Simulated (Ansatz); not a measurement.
**Phonon calculation, with input and output: InSb (part 2 of 2)**

The same run, continued: InSb (F-43m, 2 atoms in the cell); DFT, PBEsol, PAW with Ansatz's default frozen-core files, scalar-relativistic; harmonic phonons by finite displacements, no spin polarisation (Ansatz 0.2.0); cutoff 420 eV, 10×10×10 k-mesh, Fermi–Dirac smearing of 0.1 eV. The structure derives from an entry of the Crystallography Open Database. It belongs to a series of runs on one base structure; here: volume scaled by 0.985, PAW files.

Geometry of the input (Å; fractional positions):
```
0.0000  3.2438  3.2438
3.2438  0.0000  3.2438
3.2438  3.2438  0.0000
In 0.0000  0.0000  0.0000
Sb 0.7500  0.7500  0.7500
```

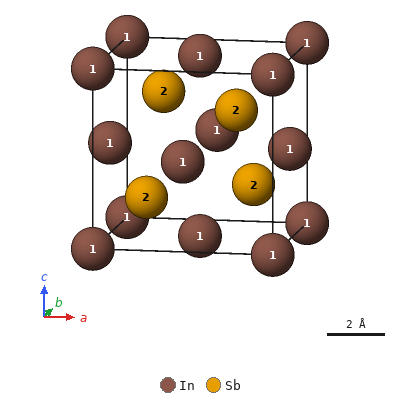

The input geometry (spheres-only view of the cell 4 times as large as that of the calculation, set on its symmetry axes, seen slightly off an axis; atoms are numbered from 1 in the order of the input). An atom can appear more than once, as a periodic image.

## Log, continued
```
SCF iter   1: F=—  HF=-23867.295106 eV  |F-HF|=—  |Δ(HF+E_count)|=         —  Δρ=5.85e-5  dr2=3.46e-6  ethr=1.39e-8  ⟨swp⟩=3.2  Hψ=29556  notcnv=0  defer=131
preconditioner: auto → Resta (q_TF=auto, 2.352 Å⁻¹)  ε∞=2.9  [insulator: Δε(μ)=0.465 eV  Ē_g=13.937 eV  σ=0.100 eV  W_gap=0.80  n_scr=28 (ndim 8)  ℏωp=19.1 eV  f_vac=0.095  D(μ)=0.08/eV (n_scr^D=0)  ε∞_Penn≈2.9]
SCF iter   2: F=—  HF=-23867.295104 eV  |F-HF|=—  |Δ(HF+E_count)|=   1.55e-6  Δρ=3.20e-5  dr2=1.00e-6  ethr=6.18e-9  ⟨swp⟩=1.0  Hψ=5401  notcnv=0  defer=131
SCF iter   3: F=—  HF=-23867.295104 eV  |F-HF|=—  |Δ(HF+E_count)|=   1.48e-7  Δρ=3.97e-6  dr2=2.57e-8  ethr=1.79e-9  ⟨swp⟩=1.2  Hψ=5809  notcnv=0  defer=131
SCF iter   4: F=—  HF=-23867.295104 eV  |F-HF|=—  |Δ(HF+E_count)|=   1.46e-9  Δρ=1.12e-6  dr2=1.68e-9  ethr=4.58e-11  ⟨swp⟩=2.0  Hψ=9731  notcnv=0  defer=131
SCF iter   5: F=—  HF=-23867.295104 eV  |F-HF|=—  |Δ(HF+E_count)|=   1.05e-9  Δρ=3.43e-7  dr2=3.07e-10  ethr=2.99e-12  ⟨swp⟩=3.0  Hψ=9892  notcnv=0  defer=131
SCF iter   6: F=—  HF=-23867.295104 eV  |F-HF|=—  |Δ(HF+E_count)|=  2.18e-11  Δρ=8.09e-8  dr2=1.14e-11  ethr=1.00e-12  ⟨swp⟩=3.0  Hψ=9603  notcnv=0  defer=131
SCF iter   7: F=-23867.295104 eV  HF=-23867.295104 eV  |F-HF|=3.64e-12  |Δ(HF+E_count)|=  1.82e-11  Δρ=2.26e-8  dr2=7.57e-13  ethr=1.00e-12  ⟨swp⟩=6.0  Hψ=22922  notcnv=0
SCF 6 converged in 7 iterations: F = -23867.295104 eV  dr2 = 7.57e-13
iter 1 solved again at ethr=3.17e-12 eV; its pass at ethr=3.10e-3 eV (dr2=1.77e-9 eV) is discarded
SCF iter   1: F=—  HF=-23867.295105 eV  |F-HF|=—  |Δ(HF+E_count)|=         —  Δρ=5.69e-7  dr2=2.09e-10  ethr=3.17e-12  ⟨swp⟩=3.0  Hψ=26516  notcnv=0  defer=137
preconditioner: auto → Resta (q_TF=auto, 2.352 Å⁻¹)  ε∞=2.9  [insulator: Δε(μ)=0.463 eV  Ē_g=13.937 eV  σ=0.100 eV  W_gap=0.80  n_scr=28 (ndim 8)  ℏωp=19.1 eV  f_vac=0.094  D(μ)=0.08/eV (n_scr^D=0)  ε∞_Penn≈2.9]
SCF iter   2: F=—  HF=-23867.295104 eV  |F-HF|=—  |Δ(HF+E_count)|=   8.19e-7  Δρ=3.08e-7  dr2=4.60e-11  ethr=1.00e-12  ⟨swp⟩=2.0  Hψ=9687  notcnv=0  defer=137
SCF iter   3: F=-23867.295104 eV  HF=-23867.295104 eV  |F-HF|=0.00e0  |Δ(HF+E_count)|=  7.28e-12  Δρ=5.79e-8  dr2=2.73e-12  ethr=1.00e-12  ⟨swp⟩=5.0  Hψ=24154  notcnv=0
SCF 7 converged in 3 iterations: F = -23867.295104 eV  dr2 = 2.73e-12
Basis set: ecut = 420 eV, 2713 PW (Γ), FFT grids on a1, a2, −a2+a3, exchange–correlation on 64×64×108 points (8 copies of the dense FFT grid, shifted against one another)
Bands: 35, of which v1, the nominal top of the filled ones, is band 28 counted from 1 (27 counted from 0)
Symmetry: 12 space group operations
k-points: 58 of 500 (time reversal used)
SCF iter   1: F=—  HF=-23867.295128 eV  |F-HF|=—  |Δ(HF+E_count)|=         —  Δρ=5.91e-8  dr2=3.33e-12  ethr=1.12e-12  ⟨swp⟩=6.5  Hψ=7324  notcnv=0
preconditioner: auto → Resta (q_TF=auto, 2.352 Å⁻¹)  ε∞=3.0  [insulator: Δε(μ)=0.468 eV  Ē_g=13.618 eV  σ=0.100 eV  W_gap=0.81  n_scr=28 (ndim 8)  ℏωp=19.1 eV  f_vac=0.094  D(μ)=0.08/eV (n_scr^D=0)  ε∞_Penn≈3.0]
SCF iter   2: F=-23867.295128 eV  HF=-23867.295128 eV  |F-HF|=0.00e0  |Δ(HF+E_count)|=  1.09e-11  Δρ=1.57e-8  dr2=2.57e-13  ethr=1.00e-12  ⟨swp⟩=3.8  Hψ=4991  notcnv=0
SCF 8 converged in 2 iterations: F = -23867.295128 eV  dr2 = 2.57e-13
iter 1 solved again at ethr=1.17e-8 eV; its pass at ethr=3.10e-3 eV (dr2=6.53e-6 eV) is discarded
SCF iter   1: F=—  HF=-23867.295101 eV  |F-HF|=—  |Δ(HF+E_count)|=         —  Δρ=7.50e-5  dr2=4.48e-6  ethr=1.17e-8  ⟨swp⟩=3.0  Hψ=24324  notcnv=0  defer=39
preconditioner: auto → Resta (q_TF=auto, 2.352 Å⁻¹)  ε∞=3.0  [insulator: Δε(μ)=0.464 eV  Ē_g=13.618 eV  σ=0.100 eV  W_gap=0.80  n_scr=28 (ndim 8)  ℏωp=19.1 eV  f_vac=0.094  D(μ)=0.08/eV (n_scr^D=0)  ε∞_Penn≈3.0]
SCF iter   2: F=—  HF=-23867.295106 eV  |F-HF|=—  |Δ(HF+E_count)|=   4.82e-6  Δρ=3.28e-5  dr2=7.87e-7  ethr=8.00e-9  ⟨swp⟩=2.0  Hψ=7020  notcnv=0  defer=39
SCF iter   3: F=—  HF=-23867.295106 eV  |F-HF|=—  |Δ(HF+E_count)|=   1.50e-7  Δρ=8.38e-6  dr2=7.69e-8  ethr=1.40e-9  ⟨swp⟩=2.5  Hψ=6705  notcnv=0  defer=39
SCF iter   4: F=—  HF=-23867.295106 eV  |F-HF|=—  |Δ(HF+E_count)|=   2.50e-9  Δρ=1.28e-6  dr2=5.52e-9  ethr=1.37e-10  ⟨swp⟩=2.0  Hψ=5696  notcnv=0  defer=39
SCF iter   5: F=—  HF=-23867.295106 eV  |F-HF|=—  |Δ(HF+E_count)|=  3.13e-10  Δρ=5.63e-7  dr2=5.43e-10  ethr=9.86e-12  ⟨swp⟩=2.8  Hψ=8599  notcnv=0  defer=39
SCF iter   6: F=—  HF=-23867.295106 eV  |F-HF|=—  |Δ(HF+E_count)|=  4.07e-10  Δρ=1.11e-7  dr2=2.88e-11  ethr=1.00e-12  ⟨swp⟩=2.0  Hψ=5982  notcnv=0  defer=39
SCF iter   7: F=-23867.295106 eV  HF=-23867.295106 eV  |F-HF|=7.28e-12  |Δ(HF+E_count)|=  2.91e-11  Δρ=2.52e-8  dr2=1.12e-12  ethr=1.00e-12  ⟨swp⟩=6.0  Hψ=20789  notcnv=0
SCF 9 converged in 7 iterations: F = -23867.295106 eV  dr2 = 1.12e-12
iter 1 solved again at ethr=1.07e-12 eV; its pass at ethr=3.10e-3 eV (dr2=5.97e-10 eV) is discarded
SCF iter   1: F=—  HF=-23867.295106 eV  |F-HF|=—  |Δ(HF+E_count)|=         —  Δρ=8.35e-7  dr2=3.30e-10  ethr=1.07e-12  ⟨swp⟩=4.0  Hψ=26140  notcnv=0  defer=41
SCF iter   2: F=—  HF=-23867.295106 eV  |F-HF|=—  |Δ(HF+E_count)|=   3.07e-8  Δρ=3.56e-7  dr2=4.67e-11  ethr=1.00e-12  ⟨swp⟩=2.0  Hψ=8711  notcnv=0  defer=41
SCF iter   3: F=-23867.295106 eV  HF=-23867.295106 eV  |F-HF|=7.28e-12  |Δ(HF+E_count)|=  1.46e-11  Δρ=8.47e-8  dr2=3.19e-12  ethr=1.00e-12  ⟨swp⟩=5.0  Hψ=21576  notcnv=0
SCF 10 converged in 3 iterations: F = -23867.295106 eV  dr2 = 3.19e-12
iter 1 solved again at ethr=1.54e-8 eV; its pass at ethr=3.10e-3 eV (dr2=8.62e-6 eV) is discarded
SCF iter   1: F=—  HF=-23867.295103 eV  |F-HF|=—  |Δ(HF+E_count)|=         —  Δρ=5.99e-5  dr2=3.94e-6  ethr=1.54e-8  ⟨swp⟩=3.1  Hψ=27010  notcnv=0  defer=36
SCF iter   2: F=—  HF=-23867.295105 eV  |F-HF|=—  |Δ(HF+E_count)|=   2.22e-6  Δρ=3.31e-5  dr2=1.13e-6  ethr=7.04e-9  ⟨swp⟩=1.0  Hψ=4851  notcnv=0  defer=36
SCF iter   3: F=—  HF=-23867.295105 eV  |F-HF|=—  |Δ(HF+E_count)|=   1.86e-7  Δρ=4.05e-6  dr2=2.56e-8  ethr=2.02e-9  ⟨swp⟩=1.5  Hψ=6359  notcnv=0  defer=36
SCF iter   4: F=—  HF=-23867.295105 eV  |F-HF|=—  |Δ(HF+E_count)|=  5.53e-10  Δρ=1.10e-6  dr2=1.93e-9  ethr=4.57e-11  ⟨swp⟩=2.0  Hψ=8767  notcnv=0  defer=36
SCF iter   5: F=—  HF=-23867.295105 eV  |F-HF|=—  |Δ(HF+E_count)|=   1.17e-9  Δρ=3.12e-7  dr2=3.04e-10  ethr=3.45e-12  ⟨swp⟩=2.0  Hψ=6038  notcnv=0  defer=36
SCF iter   6: F=—  HF=-23867.295105 eV  |F-HF|=—  |Δ(HF+E_count)|=  6.18e-11  Δρ=9.95e-8  dr2=2.99e-11  ethr=1.00e-12  ⟨swp⟩=3.0  Hψ=8886  notcnv=0  defer=36
SCF iter   7: F=-23867.295105 eV  HF=-23867.295105 eV  |F-HF|=0.00e0  |Δ(HF+E_count)|=  7.28e-12  Δρ=3.02e-8  dr2=1.54e-12  ethr=1.00e-12  ⟨swp⟩=6.0  Hψ=20737  notcnv=0
SCF 11 converged in 7 iterations: F = -23867.295105 eV  dr2 = 1.54e-12
iter 1 solved again at ethr=3.22e-12 eV; its pass at ethr=3.10e-3 eV (dr2=1.80e-9 eV) is discarded
SCF iter   1: F=—  HF=-23867.295105 eV  |F-HF|=—  |Δ(HF+E_count)|=         —  Δρ=5.41e-7  dr2=1.82e-10  ethr=3.22e-12  ⟨swp⟩=3.0  Hψ=25202  notcnv=0  defer=42
SCF iter   2: F=—  HF=-23867.295105 eV  |F-HF|=—  |Δ(HF+E_count)|=   4.30e-8  Δρ=2.97e-7  dr2=4.50e-11  ethr=1.00e-12  ⟨swp⟩=2.0  Hψ=8738  notcnv=0  defer=42
SCF iter   3: F=-23867.295105 eV  HF=-23867.295105 eV  |F-HF|=7.28e-12  |Δ(HF+E_count)|=    0.00e0  Δρ=4.77e-8  dr2=3.02e-12  ethr=1.00e-12  ⟨swp⟩=5.0  Hψ=21711  notcnv=0
SCF 12 converged in 3 iterations: F = -23867.295105 eV  dr2 = 3.02e-12
SCF converged after 2 iterations
Free energy (F): -23867.295128 eV
Harris-Foulkes:  -23867.295128 eV  (|F-HF|=1.46e-11)
Internal energy: -23867.291522 eV  (E = F + TS)
E sigma→0 (E₀):  -23867.293325 eV
Entropy (-TS):   -0.003606 eV (-0.901 meV/atom)
Fermi energy:    7.369501 eV
--- Per-component energies (eV) ---
  E_band       = -529.931240
  E_kinetic    = 902.771055
  E_local      = -6416.799725  (includes V_loc(G=0)·N_el)
  E_nonlocal   = 1466.104102
  E_hartree    = 2754.372425
  E_xc         = -701.568992
  E_vxc        = -392.664435  (∫ρ·V_xc dr)
  E_paw        = -17169.634786  (= ΣΔE_a)
  E_vpaw       = -1598.087086  (= ΣTr[D̂ρ^β])
  E_aug_tail   = 0.000047  (compensation charges beyond the density's cutoff)
  E_ewald      = -4703.671167
  E_core_change = 1.135519  (= ΣΔE_core)
  E_smearing   = -0.003606  (= −TS)
  E_closure    = 0.000000  (closes the sum)
  Σ components = -23867.295128   (vs F -23867.295128, Δ=0.00e0)
--- Forces (eV/Å), atoms counted from 1 ---
  atom   1  In     0.00000000     0.00000000     0.00000000
  atom   2  Sb     0.00000000     0.00000000    -0.00000000
  atom   3  In     0.00000000     0.00000000     0.00000000
  atom   4  Sb     0.00000000     0.00000000    -0.00000000
  max |Σ_I F_I| component: 8.33e-17 eV/Å
--- Band table (eV; the first three rows and the last of 63) ---
  k-point 0: bands = ["-21.3309", "-21.3294", "-21.3294", "-21.3294", "-21.3272", "-21.3272", "-21.3128", "-21.3123", "-21.3123", "-21.3105", "-7.4286", "-7.3458", "-7.3458", "-7.3458", "-7.2999", "-7.2999", "-7.2808", "-7.2602", "-7.2602", "-7.2529", "-3.5407", "-1.5780", "1.2718", "4.9279", "4.9279", "6.8937", "7.1860", "7.1860", "7.1860", "8.4604", "8.4643", "10.1319", "10.1319", "10.1319", "12.7603", "15.3073"]
  k-point 1: bands = ["-21.3307", "-21.3295", "-21.3291", "-21.3291", "-21.3274", "-21.3274", "-21.3128", "-21.3124", "-21.3121", "-21.3107", "-7.4215", "-7.3547", "-7.3415", "-7.3415", "-7.3045", "-7.3045", "-7.2785", "-7.2617", "-7.2595", "-7.2536", "-3.4193", "-1.9104", "1.7633", "5.0665", "5.0665", "5.5719", "6.7971", "6.7971", "8.3405", "8.4412", "8.8743", "9.7398", "10.6716", "10.6716", "13.4515", "14.0818"]
  k-point 2: bands = ["-21.3304", "-21.3299", "-21.3286", "-21.3286", "-21.3279", "-21.3279", "-21.3126", "-21.3125", "-21.3117", "-21.3111", "-7.4021", "-7.3767", "-7.3303", "-7.3303", "-7.3161", "-7.3161", "-7.2727", "-7.2662", "-7.2577", "-7.2554", "-3.0667", "-2.5247", "2.8488", "4.1607", "5.4693", "5.4693", "6.0896", "6.0896", "8.5167", "8.9218", "9.4496", "9.6039", "11.8229", "11.8229", "13.0569", "13.1634"]
  k-point 62: bands = ["-21.3296", "-21.3296", "-21.3285", "-21.3285", "-21.3272", "-21.3272", "-21.3123", "-21.3123", "-21.3110", "-21.3110", "-7.4176", "-7.4176", "-7.3130", "-7.3130", "-7.3036", "-7.3036", "-7.2711", "-7.2711", "-7.2585", "-7.2585", "-1.5449", "-1.5449", "1.3707", "1.3707", "4.3710", "4.3710", "4.4892", "4.4892", "10.2608", "10.2608", "10.3727", "10.3727", "12.1823", "12.1823", "12.5247", "12.5247"]
--- Phonons: 8 displaced members + 2 references (amplitude of the first 0.0025 Å, Σ member SCF iterations 44) ---
  ASR residual: 4.038e-5 → 0.000e0 eV/Å²; symmetrization residual: 3.049e-5 eV/Å²
  largest component of a force at the reference: 5.6e-17 eV/Å
  ASR residual per site (eV/Å²): 1.96e-5 4.04e-5
  Γ frequencies (cm⁻¹): 0.00 0.00 0.00 176.48 176.48 176.48
--- Phonons (by wavevector): 3 wavevectors in 2 supercells ---
  supercell 1 (2 cells, vectors [1, 0, 0], [0, 1, -1], [0, 0, 2] in multiples of the cell's): 4 displaced members by 0.0025 Å; free energy -23867.295128 eV; taken off its force constants: by the sum rule 7.0e-5, by the symmetrisation 1.4e-5 eV/Å²
  symmetry images taken by strict's conditions (phonons.symmetry_images: auto; settled by no image being taken that strict refuses)
  supercell 2 (2 cells, vectors [1, 0, 0], [0, 1, 0], [0, 0, 2] in multiples of the cell's): 4 displaced members by 0.0025 Å; free energy -23867.295128 eV; taken off its force constants: by the sum rule 4.0e-5, by the symmetrisation 3.0e-5 eV/Å²; Γ matrix within 9.1e-6 eV/Å² of supercell 1's
  symmetry images taken by strict's conditions (phonons.symmetry_images: auto; settled by no image being taken that strict refuses)
  q = [0.0000, 0.0000, 0.0000] (star 1, supercell 1; hermiticity 0.00e0, symmetrization 8.61e-7): -0.00 -0.00 0.00 176.48 176.48 176.48
  q = [0.0000, 0.0000, -0.5000] (star 4, supercell 2; hermiticity 1.74e-16, symmetrization 6.06e-16): 30.07 30.07 125.80 158.04 175.23 175.23
  q = [0.0000, -0.5000, -0.5000] (star 3, supercell 1; hermiticity 1.02e-16, symmetrization 4.36e-16): 34.44 34.44 142.56 150.11 172.81 172.81
  joined force constants: q→R imaginary residual 5.27e-17
  density of states and harmonic sums: on the 18×18×18 q-mesh, interpolated from the force constants of a 2×2×2 supercell (no non-analytic term)
  largest difference from the sums on the solved wave vectors: F 7.55e-2 eV, S 1.08e-4 and C_V 3.23e-5 eV/K
  zero-point energy: 0.043314 eV/cell   skipped modes (ω ≤ 0): 3   left out of the sums: 8.57e-5 of the cell's modes: C_V's classical limit lies that fraction below 3 k_B per atom; for a crystal, a wire or a layer, F and S can be off by more, and a phonons.interpolated_qmesh denser along its periods is the remedy for the sampling
```

## File phthermo.tsv
```
# format = ansatz-phthermo/1
# interpolated_qmesh = 18 18 18
# force_constants_supercell = 2 2 2
# published_state_doubts = phonon_interpolation_lacks_dipole_term
# non_analytic_term = not included (the non-analytic LO-TO correction is not applied to the interpolated dynamical matrix; polar crystals: no LO-TO splitting at GAMMA, and LO and other optical branches, acoustic branches and sound speeds, and with them the density of states and the thermodynamics, can be off between the wave vectors that the force constants were sampled on, most near GAMMA; a larger extent of the force constants narrows that region and is not shown to mend the acoustic slopes)
# zero_point_energy_ev = 4.3314456256e-2
# n_skipped_modes = 3
# share_of_modes_left_out = 8.5733882030e-5
# rigid_motions_known_by = geometry
# t_k	f_vib_ev	s_ev_per_k	c_v_ev_per_k
0.0000	4.3314456256e-2	0.0000000000e0	0.0000000000e0
100.0000	2.3231123468e-2	4.2554194829e-4	3.9780482136e-4
200.0000	-3.6097299896e-2	7.3493035551e-4	4.8118643360e-4
300.0000	-1.2017295389e-1	9.3442203618e-4	5.0048208880e-4
400.0000	-2.2120035438e-1	1.0795162555e-3	5.0758381301e-4
500.0000	-3.3504021619e-1	1.1931811724e-3	5.1093504852e-4
600.0000	-4.5916387569e-1	1.2865131518e-3	5.1277282120e-4
700.0000	-5.9187210338e-1	1.3656476464e-3	5.1388690079e-4
800.0000	-7.3194598388e-1	1.4343182504e-3	5.1461239476e-4
900.0000	-8.7846898490e-1	1.4949613605e-3	5.1511089277e-4
1000.0000	-1.0307270584e0	1.5492531793e-3	5.1546801661e-4
```
